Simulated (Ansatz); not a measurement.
**C: single-point calculation (part 2 of 2)**

Continued. System: C (slab, 20 atoms in the cell). Method: DFT, PBEsol, plane waves, PAW, no spin polarisation (Ansatz 0.2.0); cutoff 420 eV, 10×10×1 k-mesh, Gaussian smearing of 0.05 eV. The structure derives from an entry of the Crystallography Open Database. The settings are looser than a standard set-up, so the numbers are not reference values.

Geometry of the input (Å; fractional positions):
```
2.5068  0.0000  0.0000
-1.2534  2.1710  0.0000
0.0000  0.0000  34.0716
C  0.3333  0.6667  0.2201
C  0.0000  0.0000  0.2353
C  0.0000  0.0000  0.2804
C  0.6667  0.3333  0.2955
C  0.6667  0.3333  0.3406
C  0.3333  0.6667  0.3558
C  0.3333  0.6667  0.4016
C  0.6667  0.3333  0.4168
C  0.6667  0.3333  0.4619
C  0.0000  0.0000  0.4771
C  0.0000  0.0000  0.5229
C  0.6667  0.3333  0.5381
C  0.6667  0.3333  0.5832
C  0.3333  0.6667  0.5983
C  0.3333  0.6667  0.6434
C  0.0000  0.0000  0.6586
C  0.0000  0.0000  0.7044
C  0.3333  0.6667  0.7196
C  0.3333  0.6667  0.7647
C  0.6667  0.3333  0.7799
```

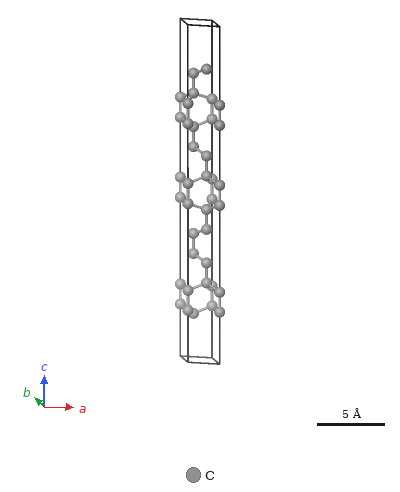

**Figure 1.** The structure as given in the input (ball-and-stick view of the cell of the calculation, with the vacuum cut short, seen slightly off an axis). An atom can appear more than once, as a periodic image.

## Log, continued
```
SCF iter   1: F=—  HF=-4933.202508 eV  |F-HF|=—  |Δ(HF+E_count)|=         —  Δρ=1.06e-1  dr2=1.53e1  ethr=3.10e-3  p=-0.000 e·Å  D=-1.11e-6 V/Å  ΔV_dip=0.00 eV  dr2_dipole=5.66e-2  V_vac-E_F(+/−)=8.33/8.33 eV  ⟨swp⟩=8.3  Hψ=4759  notcnv=0  defer=134
efield: sawtooth ramp at fractional position 0.9800 (placed from the atoms, in the widest stretch of the axis that holds none; the zero of the levels goes with the place), width 0.0400; the density the first Hamiltonian is built on has a dipole p = -0.000 e·Å; the dipole correction subtracts the counter field D = -1.11e-6 V/Å, which shifts the + side's vacuum level by +0.00 eV against the − side's; the planar-averaged density in the ramp window peaks in size at 2.6e-7 e/Å³
preconditioner: auto → LDOS  [metal: Δε(μ)=0.014 eV  Ē_g=16.805 eV  σ=0.050 eV  W_gap=0.16  n_scr=24 (ndim 8)  ℏωp=24.4 eV  f_vac=0.351  D(μ)=21.44/eV (n_scr^D=282)  β→1.0]
SCF iter   2: F=—  HF=-4928.174515 eV  |F-HF|=—  |Δ(HF+E_count)|=    5.03e0  Δρ=2.83e-2  dr2=1.20e0  ethr=3.10e-3  p=-0.001 e·Å  D=-1.06e-3 V/Å  ΔV_dip=0.04 eV  dr2_dipole=5.58e-2  V_vac-E_F(+/−)=7.49/7.45 eV  ⟨swp⟩=3.4  Hψ=1723  notcnv=0  defer=182
SCF iter   3: F=—  HF=-4927.988217 eV  |F-HF|=—  |Δ(HF+E_count)|=   1.86e-1  Δρ=8.11e-3  dr2=2.51e-1  ethr=1.51e-3  p=-0.001 e·Å  D=-1.14e-3 V/Å  ΔV_dip=0.04 eV  dr2_dipole=2.34e-3  V_vac-E_F(+/−)=7.11/7.07 eV  ⟨swp⟩=3.8  Hψ=1414  notcnv=0  defer=182
SCF iter   4: F=—  HF=-4928.055700 eV  |F-HF|=—  |Δ(HF+E_count)|=   6.75e-2  Δρ=8.51e-3  dr2=4.02e-1  ethr=3.14e-4  p=-0.001 e·Å  D=-1.15e-3 V/Å  ΔV_dip=0.04 eV  dr2_dipole=2.83e-2  V_vac-E_F(+/−)=6.65/6.61 eV  ⟨swp⟩=5.0  Hψ=2189  notcnv=0  defer=184
SCF iter   5: F=—  HF=-4927.979338 eV  |F-HF|=—  |Δ(HF+E_count)|=   7.64e-2  Δρ=3.14e-3  dr2=8.45e-2  ethr=3.14e-4  p=-0.001 e·Å  D=-1.20e-3 V/Å  ΔV_dip=0.04 eV  dr2_dipole=2.37e-2  V_vac-E_F(+/−)=6.55/6.51 eV  ⟨swp⟩=4.0  Hψ=1344  notcnv=0  defer=189
SCF iter   6: F=—  HF=-4927.986964 eV  |F-HF|=—  |Δ(HF+E_count)|=   7.63e-3  Δρ=2.58e-3  dr2=4.81e-2  ethr=1.06e-4  p=-0.001 e·Å  D=-1.10e-3 V/Å  ΔV_dip=0.04 eV  dr2_dipole=8.42e-4  V_vac-E_F(+/−)=6.25/6.21 eV  ⟨swp⟩=2.9  Hψ=1170  notcnv=0  defer=190
SCF iter   7: F=—  HF=-4927.988334 eV  |F-HF|=—  |Δ(HF+E_count)|=   1.37e-3  Δρ=1.90e-3  dr2=2.29e-2  ethr=6.01e-5  p=-0.001 e·Å  D=-1.05e-3 V/Å  ΔV_dip=0.04 eV  dr2_dipole=3.89e-5  V_vac-E_F(+/−)=5.86/5.82 eV  ⟨swp⟩=4.2  Hψ=1318  notcnv=0  defer=190
SCF iter   8: F=—  HF=-4927.986220 eV  |F-HF|=—  |Δ(HF+E_count)|=   2.11e-3  Δρ=1.58e-3  dr2=1.38e-2  ethr=2.87e-5  p=-0.001 e·Å  D=-1.02e-3 V/Å  ΔV_dip=0.03 eV  dr2_dipole=1.64e-4  V_vac-E_F(+/−)=5.75/5.72 eV  ⟨swp⟩=3.4  Hψ=1233  notcnv=0  defer=187
SCF iter   9: F=—  HF=-4927.986577 eV  |F-HF|=—  |Δ(HF+E_count)|=   3.57e-4  Δρ=1.38e-3  dr2=1.15e-2  ethr=1.73e-5  p=-0.001 e·Å  D=-9.22e-4 V/Å  ΔV_dip=0.03 eV  dr2_dipole=3.44e-4  V_vac-E_F(+/−)=5.64/5.61 eV  ⟨swp⟩=2.9  Hψ=1038  notcnv=0  defer=186
SCF iter  10: F=—  HF=-4927.986037 eV  |F-HF|=—  |Δ(HF+E_count)|=   5.40e-4  Δρ=1.22e-3  dr2=8.95e-3  ethr=1.43e-5  p=-0.001 e·Å  D=-8.69e-4 V/Å  ΔV_dip=0.03 eV  dr2_dipole=3.85e-5  V_vac-E_F(+/−)=5.61/5.58 eV  ⟨swp⟩=2.4  Hψ=880  notcnv=0  defer=184
SCF iter  11: F=—  HF=-4927.985855 eV  |F-HF|=—  |Δ(HF+E_count)|=   1.82e-4  Δρ=8.18e-4  dr2=5.19e-3  ethr=1.12e-5  p=-0.001 e·Å  D=-6.80e-4 V/Å  ΔV_dip=0.02 eV  dr2_dipole=3.53e-5  V_vac-E_F(+/−)=5.62/5.59 eV  ⟨swp⟩=2.1  Hψ=790  notcnv=0  defer=184
SCF iter  12: F=—  HF=-4927.985619 eV  |F-HF|=—  |Δ(HF+E_count)|=   2.36e-4  Δρ=4.75e-4  dr2=1.96e-3  ethr=6.49e-6  p=-0.000 e·Å  D=-4.23e-4 V/Å  ΔV_dip=0.01 eV  dr2_dipole=2.70e-5  V_vac-E_F(+/−)=5.64/5.62 eV  ⟨swp⟩=2.9  Hψ=1031  notcnv=0  defer=186
SCF iter  13: F=—  HF=-4927.985553 eV  |F-HF|=—  |Δ(HF+E_count)|=   6.55e-5  Δρ=3.06e-4  dr2=9.21e-4  ethr=2.45e-6  p=-0.000 e·Å  D=-2.68e-4 V/Å  ΔV_dip=0.01 eV  dr2_dipole=3.87e-5  V_vac-E_F(+/−)=5.63/5.62 eV  ⟨swp⟩=2.4  Hψ=1120  notcnv=0  defer=185
SCF iter  14: F=—  HF=-4927.985554 eV  |F-HF|=—  |Δ(HF+E_count)|=   4.98e-7  Δρ=2.52e-4  dr2=5.05e-4  ethr=1.15e-6  p=-0.000 e·Å  D=-2.06e-4 V/Å  ΔV_dip=0.01 eV  dr2_dipole=1.38e-5  V_vac-E_F(+/−)=5.63/5.62 eV  ⟨swp⟩=2.3  Hψ=968  notcnv=0  defer=183
SCF iter  15: F=—  HF=-4927.985563 eV  |F-HF|=—  |Δ(HF+E_count)|=   9.05e-6  Δρ=2.06e-4  dr2=2.51e-4  ethr=6.31e-7  p=-0.000 e·Å  D=-1.60e-4 V/Å  ΔV_dip=0.01 eV  dr2_dipole=2.26e-6  V_vac-E_F(+/−)=5.62/5.61 eV  ⟨swp⟩=2.3  Hψ=994  notcnv=0  defer=183
SCF iter  16: F=—  HF=-4927.985575 eV  |F-HF|=—  |Δ(HF+E_count)|=   1.21e-5  Δρ=1.52e-4  dr2=1.11e-4  ethr=3.13e-7  p=-0.000 e·Å  D=-1.24e-4 V/Å  ΔV_dip=0.00 eV  dr2_dipole=4.24e-6  V_vac-E_F(+/−)=5.61/5.61 eV  ⟨swp⟩=2.3  Hψ=1167  notcnv=0  defer=183
SCF iter  17: F=—  HF=-4927.985568 eV  |F-HF|=—  |Δ(HF+E_count)|=   7.00e-6  Δρ=9.58e-5  dr2=4.57e-5  ethr=1.39e-7  p=-0.000 e·Å  D=-1.16e-4 V/Å  ΔV_dip=0.00 eV  dr2_dipole=1.19e-6  V_vac-E_F(+/−)=5.60/5.60 eV  ⟨swp⟩=2.3  Hψ=1091  notcnv=0  defer=183
SCF iter  18: F=—  HF=-4927.985598 eV  |F-HF|=—  |Δ(HF+E_count)|=   3.01e-5  Δρ=5.29e-5  dr2=1.38e-5  ethr=5.71e-8  p=-0.000 e·Å  D=-1.22e-4 V/Å  ΔV_dip=0.00 eV  dr2_dipole=1.43e-8  V_vac-E_F(+/−)=5.60/5.60 eV  ⟨swp⟩=2.2  Hψ=1048  notcnv=0  defer=183
SCF iter  19: F=—  HF=-4927.985609 eV  |F-HF|=—  |Δ(HF+E_count)|=   1.07e-5  Δρ=3.66e-5  dr2=7.30e-6  ethr=1.73e-8  p=-0.000 e·Å  D=-1.30e-4 V/Å  ΔV_dip=0.00 eV  dr2_dipole=1.18e-7  V_vac-E_F(+/−)=5.60/5.60 eV  ⟨swp⟩=2.5  Hψ=1211  notcnv=0  defer=182
SCF iter  20: F=—  HF=-4927.985578 eV  |F-HF|=—  |Δ(HF+E_count)|=   3.06e-5  Δρ=2.31e-5  dr2=2.29e-6  ethr=9.12e-9  p=-0.000 e·Å  D=-1.40e-4 V/Å  ΔV_dip=0.00 eV  dr2_dipole=8.55e-8  V_vac-E_F(+/−)=5.61/5.60 eV  ⟨swp⟩=2.4  Hψ=1221  notcnv=0  defer=182
SCF iter  21: F=—  HF=-4927.985579 eV  |F-HF|=—  |Δ(HF+E_count)|=   1.05e-6  Δρ=1.75e-5  dr2=1.51e-6  ethr=2.87e-9  p=-0.000 e·Å  D=-1.47e-4 V/Å  ΔV_dip=0.01 eV  dr2_dipole=9.59e-11  V_vac-E_F(+/−)=5.61/5.60 eV  ⟨swp⟩=2.5  Hψ=1117  notcnv=0  defer=182
SCF iter  22: F=—  HF=-4927.985580 eV  |F-HF|=—  |Δ(HF+E_count)|=   4.60e-7  Δρ=1.43e-5  dr2=1.18e-6  ethr=1.89e-9  p=-0.000 e·Å  D=-1.52e-4 V/Å  ΔV_dip=0.01 eV  dr2_dipole=8.51e-10  V_vac-E_F(+/−)=5.61/5.60 eV  ⟨swp⟩=1.6  Hψ=855  notcnv=0  defer=182
SCF iter  23: F=—  HF=-4927.985580 eV  |F-HF|=—  |Δ(HF+E_count)|=   1.86e-7  Δρ=1.26e-5  dr2=9.84e-7  ethr=1.48e-9  p=-0.000 e·Å  D=-1.58e-4 V/Å  ΔV_dip=0.01 eV  dr2_dipole=2.66e-8  V_vac-E_F(+/−)=5.61/5.60 eV  ⟨swp⟩=2.4  Hψ=862  notcnv=0  defer=182
SCF iter  24: F=—  HF=-4927.985580 eV  |F-HF|=—  |Δ(HF+E_count)|=   7.67e-8  Δρ=8.82e-6  dr2=6.29e-7  ethr=1.23e-9  p=-0.000 e·Å  D=-1.64e-4 V/Å  ΔV_dip=0.01 eV  dr2_dipole=4.87e-8  V_vac-E_F(+/−)=5.61/5.60 eV  ⟨swp⟩=2.0  Hψ=902  notcnv=0  defer=182
SCF iter  25: F=—  HF=-4927.985580 eV  |F-HF|=—  |Δ(HF+E_count)|=   6.53e-8  Δρ=5.92e-6  dr2=2.73e-7  ethr=7.86e-10  p=-0.000 e·Å  D=-1.73e-4 V/Å  ΔV_dip=0.01 eV  dr2_dipole=7.82e-8  V_vac-E_F(+/−)=5.61/5.60 eV  ⟨swp⟩=2.1  Hψ=948  notcnv=0  defer=182
SCF iter  26: F=—  HF=-4927.985580 eV  |F-HF|=—  |Δ(HF+E_count)|=   3.11e-8  Δρ=5.24e-6  dr2=1.96e-7  ethr=3.41e-10  p=-0.000 e·Å  D=-1.75e-4 V/Å  ΔV_dip=0.01 eV  dr2_dipole=8.32e-8  V_vac-E_F(+/−)=5.61/5.60 eV  ⟨swp⟩=1.6  Hψ=701  notcnv=0  defer=182
SCF iter  27: F=—  HF=-4927.985580 eV  |F-HF|=—  |Δ(HF+E_count)|=   7.86e-8  Δρ=4.15e-6  dr2=1.20e-7  ethr=2.45e-10  p=-0.000 e·Å  D=-1.79e-4 V/Å  ΔV_dip=0.01 eV  dr2_dipole=8.80e-8  V_vac-E_F(+/−)=5.61/5.60 eV  ⟨swp⟩=2.4  Hψ=1013  notcnv=0  defer=182
SCF iter  28: F=—  HF=-4927.985580 eV  |F-HF|=—  |Δ(HF+E_count)|=   4.07e-8  Δρ=2.89e-6  dr2=6.63e-8  ethr=1.50e-10  p=-0.000 e·Å  D=-1.81e-4 V/Å  ΔV_dip=0.01 eV  dr2_dipole=6.52e-8  V_vac-E_F(+/−)=5.61/5.60 eV  ⟨swp⟩=2.1  Hψ=918  notcnv=0  defer=182
SCF iter  29: F=—  HF=-4927.985580 eV  |F-HF|=—  |Δ(HF+E_count)|=   1.54e-8  Δρ=2.28e-6  dr2=4.32e-8  ethr=8.28e-11  p=-0.000 e·Å  D=-1.83e-4 V/Å  ΔV_dip=0.01 eV  dr2_dipole=4.23e-8  V_vac-E_F(+/−)=5.61/5.60 eV  ⟨swp⟩=2.2  Hψ=948  notcnv=0  defer=182
SCF iter  30: F=—  HF=-4927.985580 eV  |F-HF|=—  |Δ(HF+E_count)|=  6.98e-10  Δρ=1.95e-6  dr2=3.11e-8  ethr=5.40e-11  p=-0.000 e·Å  D=-1.84e-4 V/Å  ΔV_dip=0.01 eV  dr2_dipole=2.75e-8  V_vac-E_F(+/−)=5.61/5.60 eV  ⟨swp⟩=1.8  Hψ=791  notcnv=0  defer=182
SCF iter  31: F=—  HF=-4927.985580 eV  |F-HF|=—  |Δ(HF+E_count)|=   7.99e-9  Δρ=1.46e-6  dr2=1.99e-8  ethr=3.88e-11  p=-0.000 e·Å  D=-1.86e-4 V/Å  ΔV_dip=0.01 eV  dr2_dipole=1.13e-8  V_vac-E_F(+/−)=5.61/5.60 eV  ⟨swp⟩=1.6  Hψ=670  notcnv=0  defer=182
SCF iter  32: F=-4927.985580 eV  HF=-4927.985580 eV  |F-HF|=1.15e-9  |Δ(HF+E_count)|=   1.23e-9  Δρ=1.08e-6  dr2=9.58e-9  ethr=1.25e-11  p=-0.000 e·Å  D=-1.86e-4 V/Å  ΔV_dip=0.01 eV  dr2_dipole=6.06e-10  V_vac-E_F(+/−)=5.61/5.60 eV  ⟨swp⟩=38.7  Hψ=7617  notcnv=0
SCF 1 converged in 32 iterations: F = -4927.985580 eV  dr2 = 9.58e-9
  greatest PAW one-centre occupation: 0.658 electrons in one spin orbital (limit 2), on the C atom at site 0 (counted from 0), in its partial waves of l = 0
```

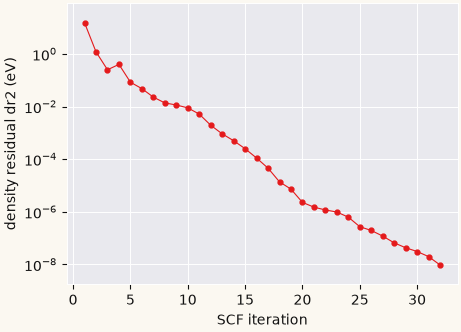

**Figure 2.** Convergence of the self-consistent field: density residual dr2 against the SCF iteration. The residual falls almost steadily, with no more than small rises.

```
SCF converged after 32 iterations
Free energy (F): -4927.985580 eV
Harris-Foulkes:  -4927.985580 eV  (|F-HF|=1.15e-9)
Internal energy: -4927.962840 eV  (E = F + TS)
E sigma→0 (E₀):  -4927.974210 eV
Entropy (-TS):   -0.022741 eV (-1.137 meV/atom)
Fermi energy:    6.484541 eV
Dipole field:    D = -0.000221 V/Å  (p = -0.000226 e·Å, saw-weighted, corrected)
Work function:   Φ+ = 5.6109 eV   Φ− = 5.6034 eV
Levels:          The Fermi level and band energies are counted from a zero that moves with the ramp; work functions are not
--- Per-component energies (eV) ---
  E_band       = -265.795834
  E_kinetic    = 1834.784769
  E_local      = -95814.778972  (includes V_loc(G=0)·N_el)
  E_nonlocal   = 535.821508
  E_hartree    = 47257.038166
  E_xc         = -964.736614
  E_vxc        = -1200.976754  (∫ρ·V_xc dr)
  E_paw        = -1905.961632  (= ΣΔE_a)
  E_vpaw       = -134.701057  (= ΣTr[D̂ρ^β])
  E_aug_tail   = 0.000168  (compensation charges beyond the density's cutoff)
  E_efield     = 0.000000  (sawtooth field / dipole correction)
  E_vefield    = -0.000050  (∫n·V_field dr)
  E_ewald      = 44129.447757
  E_core_change = 0.422010  (= ΣΔE_core)
  E_smearing   = -0.022741  (= −TS)
  E_closure    = -0.000000  (closes the sum)
  Σ components = -4927.985580   (vs F -4927.985580, Δ=0.00e0)
--- Forces (eV/Å), atoms counted from 1 ---
  atom   1  C      0.00000000     0.00000000     4.27561838
  atom   2  C     -0.00000000    -0.00000000    -4.83623200
  atom   3  C      0.00000000     0.00000000     0.85665357
  atom   4  C      0.00000000    -0.00000000    -0.40614146
  atom   5  C      0.00000000     0.00000000     0.15664714
  atom   6  C      0.00000000    -0.00000000    -0.07060425
  atom   7  C      0.00000000    -0.00000000     0.03866525
  atom   8  C      0.00000000     0.00000000    -0.02019815
  atom   9  C      0.00000000    -0.00000000     0.01121181
  atom  10  C      0.00000000     0.00000000    -0.00859027
  atom  11  C      0.00000000     0.00000000     0.00895601
  atom  12  C      0.00000000    -0.00000000    -0.01167478
  atom  13  C      0.00000000     0.00000000     0.01942530
  atom  14  C      0.00000000    -0.00000000    -0.03766730
  atom  15  C      0.00000000     0.00000000     0.07789179
  atom  16  C      0.00000000    -0.00000000    -0.15916037
  atom  17  C      0.00000000    -0.00000000     0.37589801
  atom  18  C     -0.00000000     0.00000000    -0.82111955
  atom  19  C      0.00000000    -0.00000000     4.80932143
  atom  20  C     -0.00000000     0.00000000    -4.25885575
  max |Σ_I F_I| component: 4.48e-5 eV/Å
--- Stress (GPa, compression-positive) ---
        0.109946       0.000000      -0.000000
        0.000000       0.109946      -0.000000
       -0.000000       0.000000      -2.284379
  P = ⅓ Tr σ = -0.6882 GPa (-6.882 kbar)
--- Band table (eV; the first three rows and the last of 14) ---
  k-point 0: bands = ["-16.3516", "-16.0674", "-15.6372", "-15.1352", "-14.4748", "-13.7601", "-12.8997", "-11.9708", "-10.9905", "-10.5251", "-7.7022", "-6.4443", "-5.0212", "-3.5270", "-1.9064", "-0.2847", "1.3764", "2.4443", "2.4443", "2.6692", "2.6692", "2.9605", "2.9615", "2.9615", "3.3605", "3.3605", "3.7550", "3.7550", "4.2594", "4.2594", "4.3612", "4.7010", "4.7010", "5.1129", "5.1129", "5.7937", "5.7937", "5.8375", "5.8375", "6.5044", "6.5822", "10.8267", "10.8267", "11.1744", "11.3144", "11.3144", "11.7080", "11.8191", "11.8191", "11.9823", "12.0423", "12.6611", "12.6611", "12.7537", "12.8920", "12.9643", "12.9643", "13.2486", "13.6407", "13.7850"]
  k-point 1: bands = ["-16.1024", "-15.8187", "-15.3894", "-14.8883", "-14.2297", "-13.5168", "-12.6594", "-11.7343", "-10.7589", "-10.3010", "-7.4765", "-6.2299", "-4.8212", "-3.3469", "-1.7548", "-0.1774", "1.2277", "1.3989", "1.4891", "1.7948", "1.9129", "2.1462", "2.2057", "2.4699", "2.6297", "2.8532", "2.8704", "3.2269", "3.3121", "3.5948", "3.8168", "4.0825", "4.2093", "4.2936", "4.7002", "4.7215", "4.7427", "5.3981", "5.4368", "6.6061", "6.6333", "10.8385", "11.0906", "11.3891", "11.5188", "11.7904", "11.8833", "12.0773", "12.2905", "12.3698", "12.4386", "12.5415", "12.9521", "13.2407", "13.2476", "13.4387", "13.5342", "13.6768", "13.7220", "14.0059"]
  k-point 2: bands = ["-15.3586", "-15.0764", "-14.6500", "-14.1517", "-13.4990", "-12.7916", "-11.9443", "-11.0311", "-10.0699", "-9.6333", "-6.8269", "-5.6208", "-4.2691", "-2.8883", "-1.5647", "-1.2522", "-1.1444", "-0.7772", "-0.4116", "0.0107", "0.1968", "0.8372", "0.8426", "1.0864", "1.1610", "1.4418", "1.5433", "1.8502", "1.8725", "2.3436", "2.4197", "2.5156", "2.8549", "2.9451", "3.3765", "3.6155", "3.8282", "4.4996", "4.5312", "6.5258", "6.5294", "10.4276", "10.6851", "11.1386", "11.5904", "12.0866", "12.4710", "12.5718", "12.8882", "13.0371", "13.1104", "13.1271", "13.2384", "13.7919", "13.9878", "14.1031", "14.3979", "14.5368", "14.6106", "14.6289"]
  k-point 13: bands = ["-10.0633", "-9.8086", "-9.4743", "-9.0321", "-8.6410", "-8.2335", "-8.1838", "-7.9346", "-7.9104", "-6.7065", "-6.4909", "-6.3678", "-6.1362", "-6.0038", "-5.7848", "-5.5174", "-5.4403", "-5.0381", "-4.8292", "-4.4814", "-4.3238", "-3.9530", "-3.8910", "-3.3234", "-2.8680", "-2.6958", "-2.2755", "-2.0089", "-1.8671", "-1.5924", "-1.4151", "-0.8033", "-0.3342", "0.0949", "0.2859", "0.4570", "0.6995", "0.9786", "1.1032", "6.4263", "6.4525", "10.7217", "11.0122", "11.5482", "12.1934", "13.0063", "13.4324", "13.8998", "14.2140", "14.8044", "15.0510", "15.3639", "16.0479", "16.1583", "16.5664", "17.1692", "17.3438", "17.4089", "17.5327", "17.5787"]
```

## Summary

- outcome: converged
- electrons treated: 80
- free energy: −4927.9856 eV
- Fermi energy: 6.485 eV
- gap on the k-point mesh: none (metallic)
- largest force (length of the vector): 4.836 eV/Å
- wall time: 9.5 s (CPU time 18 s)
- peak memory: 0.48 GiB

## Notes

Settings chosen away from the usual ones: scf.convergence.dr2_threshold set to 1e-08; scf.initial_density.chi_scale set to 0.3; kpoints.mp_grid.grid set to [10, 10, 1] (from [12, 12, 1]). These settings are looser than, or depart from, a standard set-up, so the numbers are not reference values for this system. Warnings of the run: the SCF threshold is looser than advised for the printed stress.
